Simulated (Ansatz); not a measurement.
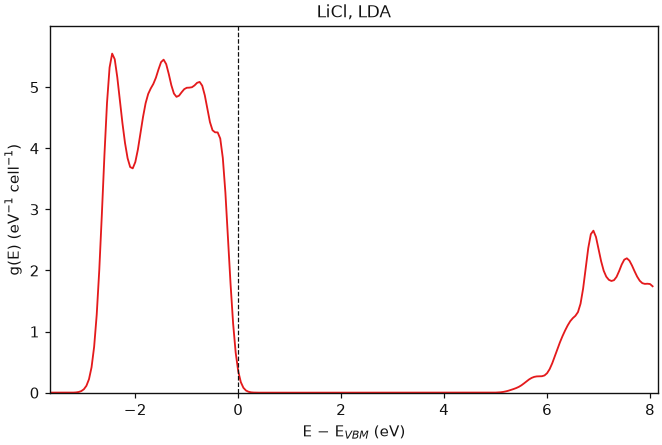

Density of states. Energies are counted from the top of the valence band. The curve is built from the levels of the k mesh with Gaussians 0.3 eV wide, which also blur the band edges.

The Ansatz input:

```
crystal:
  lattice:
    - [4.1618736597, 0.0, 0.0]
    - [-2.0809368298, 3.6042883166, 0.0]
    - [0.0, 0.0, 5.2325457839]
  atoms:
    - { symbol: Li, position: [0.3333333333, 0.6666666667, 0.25] }
    - { symbol: Li, position: [0.6666666667, 0.3333333333, 0.75] }
    - { symbol: Cl, position: [0.6666666667, 0.3333333333, 0.25] }
    - { symbol: Cl, position: [0.3333333333, 0.6666666667, 0.75] }
kpoints:
  mp_grid: { grid: [12, 12, 6] }
  band_path:
    path:
      - [0.0, 0.0, 0.0]
      - [0.5, 0.0, 0.0]
      - [0.3333333333, 0.3333333333, 0.0]
      - [0.0, 0.0, 0.5]
      - [0.5, 0.0, 0.5]
      - [0.3333333333, 0.3333333333, 0.5]
    npoints: 1
hamiltonian:
  xc: lda
scf:
  occupations: { method: fixed }
  n_extra_bands: 5
output:
  forces: true
  stress: true
  eigenvalues: true
```

Question: Metal or insulator, going by the density of states?

Answer: There is a gap; over the k points computed it is 5.24 eV (direct among those points).

Question: How wide is the upper valence band?

Answer: The upper group of valence states starts about 2.9 eV under the valence-band top, with a gap beneath it; it holds about 12 electrons a cell.
